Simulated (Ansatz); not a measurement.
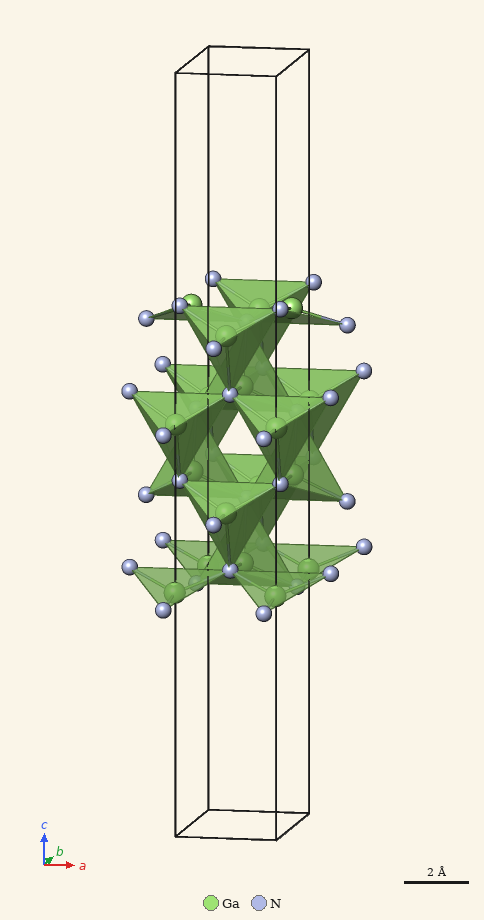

View from the side at a slight tilt, drawn as a polyhedral model. Lines trace the edges of the simulation cell. A few atoms beyond the faces are included.

GaN, a = 3.22 Å, b = 5.24 Å, c = 24.29 Å, α = 90.00°, β = 90.00°, γ = 90.00°.

Theory: Ansatz, DFT PBE, scalar-relativistic, plane waves, PAW. Numerical settings: a plane-wave cutoff of 420 eV, 8×5×1 k-points, Gaussian smearing of 0.05 eV, no spin polarisation.

What is the band gap, if any?

Answer. A semiconductor at this level, with a gap of 1.47 eV on the k-mesh (the true edges may lie between mesh points, so the gap can be somewhat smaller).

The structure comes from a structure listed in the Materials Project, from which a slab was cut. The atoms were relaxed in a fixed cell with DFT PBE, scalar-relativistic, plane waves, PAW (Ansatz 0.2.0).
